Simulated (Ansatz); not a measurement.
# CsH: 8 runs along one coordinate

System: CsH (Immm, 2 atoms in the cell).
Method: DFT LDA, scalar-relativistic, plane waves, PAW, no spin polarisation (Ansatz 0.2.0).

The 8 runs differ only in the geometry, by a strain of the cell at fixed fractional positions. Against run 5, the strain is εxx = −0.02 η, εxz = η and εzz = −0.02 η. The structure derives from an entry of the Crystallography Open Database.

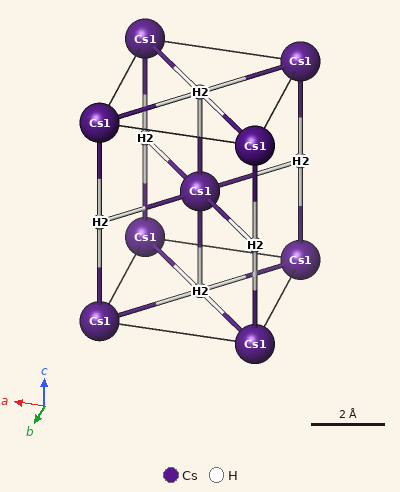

Figure 1. The structure of run 5 (ball-and-stick view of the cell 2 times as large as that of the calculation, set on its symmetry axes, seen at an oblique angle; atoms are numbered from 1 in the order of the input).

### Input of run 5
```yaml
crystal:
  lattice:
    - [0.059775, 3.188, 3.188]
    - [3.247775, 0.0, 3.247775]
    - [3.188, 3.188, 0.059775]
  atoms:
    - { symbol: Cs, position: [0.0, 0.0, 0.0] }
    - { symbol: H, position: [0.5, 0.5, 0.5] }
basis:
  ecutwfc: 420
kpoints:
  mp_grid: { grid: [8, 8, 8] }
hamiltonian:
  xc: lda
scf:
  occupations: { method: gaussian, width: 0.05 }
output:
  forces: true
  stress: true
  eigenvalues: true
```

Command:
```bash
ansatz run input.yaml --threads 1 --pin off --max-ram 1228MiB --backend cpu --events-out ev --progress --plain --runs-dir out
```

Lattice vectors (Å) and fractional positions of run 5:
```
   0.059775    3.188000    3.188000
   3.247775    0.000000    3.247775
   3.188000    3.188000    0.059775
Cs  0.000000  0.000000  0.000000
H   0.500000  0.500000  0.500000
```

Run 7 differs from it as follows:
```diff
-    - [0.059775, 3.188, 3.188]
-    - [3.247775, 0.0, 3.247775]
-    - [3.188, 3.188, 0.059775]
+    - [0.11955, 3.188, 3.188]
+    - [3.30755, 0.0, 3.30755]
+    - [3.188, 3.188, 0.11955]
```

### Results, with one run withheld

| run | strain parameter η (%) | free energy per atom, from the lowest run given (meV) | pressure (GPa) | gap on the mesh (eV) |
| --- | --- | --- | --- | --- |
| 1 | −6.8774 | 4.86 | −1.28 | 1.89 |
| 2 | −4.3765 | 1.15 | −1.26 | 1.92 |
| 3 | −1.2504 | 0.00 | −1.25 | 1.95 |
| 4 | −0.6252 | 0.23 | −1.25 | 1.94 |
| 5 | 0.0000 | 0.61 | −1.26 | 1.93 |
| 6 | 1.2504 | 1.84 | −1.26 | 1.92 |
| 7 | 1.8757 | ? | ? | ? |
| 8 | 2.5009 | 3.70 | −1.27 | 1.90 |

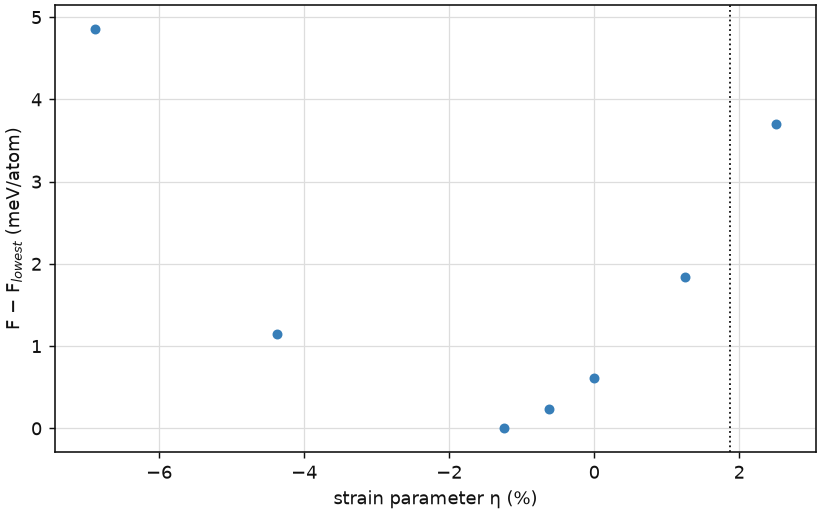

Figure 2. Free energy per atom of the runs given; the dotted line marks run 7.

What should run 7 give?

A cubic polynomial in the coordinate, fitted to the 7 runs given, misses them by at most 0.01 meV per atom. With x = η + 1.3397, it reads F = −0.025066 + 0.21149 x + 0.19734 x² − 2.1122e-05 x³ (meV per atom). At run 7 it gives 2.69 meV per atom, and the run itself gives 2.69. The fit has its minimum at η = −1.8755 %. The gap on the mesh lies between 1.89 eV (run 1) and 1.95 eV (run 3); run 7 has 1.91 eV. These are gaps of this functional on this mesh, which can miss the band edges; they aren't the measured gap.

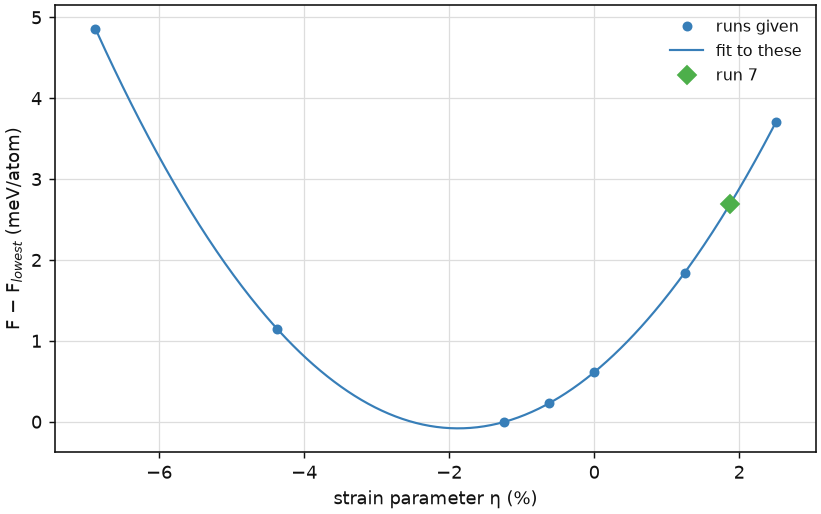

Figure 3. The fit and the withheld run.

### Output, shortened to warnings, some set-up lines, iterations and results (run 7)
```
Basis set: ecut = 420 eV, 1279 PW (Γ)
Symmetry: 8 space group operations
k-points: 95 of 512
Initial density: superposition of atomic densities (neutral atoms: chi_scale 0, normalization atom), corrected by the library's trained network
[...]
SCF iter   1: F=—  HF=-5520.900787 eV  |F-HF|=—  |Δ(HF+E_count)|=         —  Δρ=7.80e-3  dr2=4.28e-2  ethr=1.77e-3  ⟨swp⟩=6.4  Hψ=7232  notcnv=0
SCF iter   2: F=—  HF=-5520.885882 eV  |F-HF|=—  |Δ(HF+E_count)|=   1.49e-2  Δρ=1.46e-3  dr2=1.07e-3  ethr=4.28e-4  ⟨swp⟩=2.0  Hψ=1981  notcnv=0
SCF iter   3: F=—  HF=-5520.885660 eV  |F-HF|=—  |Δ(HF+E_count)|=   2.22e-4  Δρ=4.92e-4  dr2=1.06e-4  ethr=1.07e-5  ⟨swp⟩=1.5  Hψ=906  notcnv=0
SCF iter   4: F=—  HF=-5520.885634 eV  |F-HF|=—  |Δ(HF+E_count)|=   2.59e-5  Δρ=5.43e-5  dr2=9.01e-7  ethr=1.06e-6  ⟨swp⟩=1.1  Hψ=875  notcnv=0
SCF iter   5: F=—  HF=-5520.885634 eV  |F-HF|=—  |Δ(HF+E_count)|=   6.32e-8  Δρ=4.55e-6  dr2=5.58e-9  ethr=9.01e-9  ⟨swp⟩=2.3  Hψ=1330  notcnv=0
SCF iter   6: F=-5520.885634 eV  HF=-5520.885634 eV  |F-HF|=2.00e-11  |Δ(HF+E_count)|=  5.97e-10  Δρ=3.90e-7  dr2=1.11e-10  ethr=5.58e-11  ⟨swp⟩=1.7  Hψ=2724  notcnv=0
SCF 1 converged in 6 iterations: F = -5520.885634 eV  dr2 = 1.11e-10
SCF converged after 6 iterations
Free energy (F): -5520.885634 eV
Harris-Foulkes:  -5520.885634 eV  (|F-HF|=2.00e-11)
Internal energy: -5520.885634 eV  (E = F + TS)
E sigma→0 (E₀):  -5520.885634 eV
Fermi energy:    4.077061 eV
--- Per-component energies (eV) ---
  E_band       = -62.764848
  E_kinetic    = 154.642978
  E_local      = -266.717380  (includes V_loc(G=0)·N_el)
  E_nonlocal   = 33.753064
  E_hartree    = 88.417492
  E_xc         = -181.244161
  E_vxc        = -137.623673  (∫ρ·V_xc dr)
  E_paw        = -4903.269366  (= ΣΔE_a)
  E_vpaw       = -23.653960  (= ΣTr[D̂ρ^β])
  E_aug_tail   = -0.001002  (compensation charges beyond the density's cutoff)
  E_ewald      = -446.737815
  E_core_change = 0.270556  (= ΣΔE_core)
  E_smearing   = -0.000000  (= −TS)
  E_closure    = 0.000000  (closes the sum)
  Σ components = -5520.885634   (vs F -5520.885634, Δ=0.00e0)
--- Forces (eV/Å), atoms counted from 1 ---
  atom   1  Cs     0.00000000    -0.00000000     0.00000000
  atom   2  H      0.00000000    -0.00000000    -0.00000000
  max |Σ_I F_I| component: 3.94e-31 eV/Å
--- Stress (GPa, compression-positive) ---
       -1.257657      -0.000000      -0.413962
       -0.000000      -1.286622       0.000000
       -0.413962       0.000000      -1.257657
  P = ⅓ Tr σ = -1.2673 GPa (-12.673 kbar)
```
